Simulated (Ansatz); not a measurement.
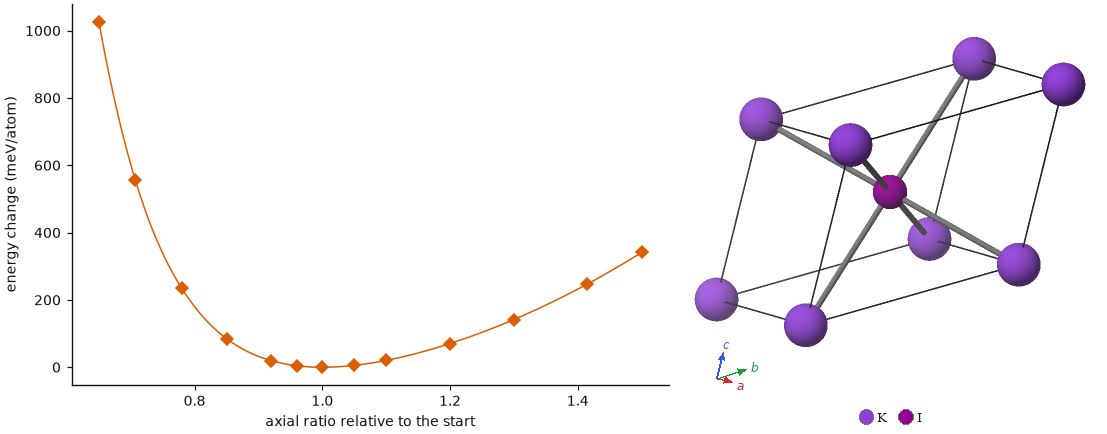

Computed with Ansatz 0.2.0: deformation of a crystal at fixed volume, lengths along the axis scaled against those across it, fractional coordinates fixed, by plane-wave density functional theory with PAW datasets, free energies less that of the undisturbed cell; scalar-relativistic. Level: PBE, no spin polarisation.

| setting | value |
| --- | --- |
| wave cutoff | 420 eV |
| k mesh | 6×6×6 |
| occupations | Gaussian |
| smearing width | 0.05 eV |
| k shift | (0, 0, 0) (mesh steps) |
| start | as given |
| path | tetragonal |
| axis direction | (0, 0, 1) (Cartesian unit vector) |

The given structure:
```xyz
2
Lattice="0.0000 3.5246 3.5246 3.5246 0.0000 3.5246 3.5246 3.5246 0.0000" Properties=species:S:1:pos:R:3 pbc="T T T"
K     0.0000    0.0000    0.0000
I     3.5246    3.5246    3.5246
```

Energy change against relative axial ratio for KI, space group Fm-3m (No. 225). The cell is drawn beside the plot.

The energy change is 1027 meV/atom at relative axial ratio 0.650 and 341 meV/atom at 1.500; the lowest computed point is at relative axial ratio 1.000 (0 meV/atom), in a single well.

Note: reference crystal is not relaxed.
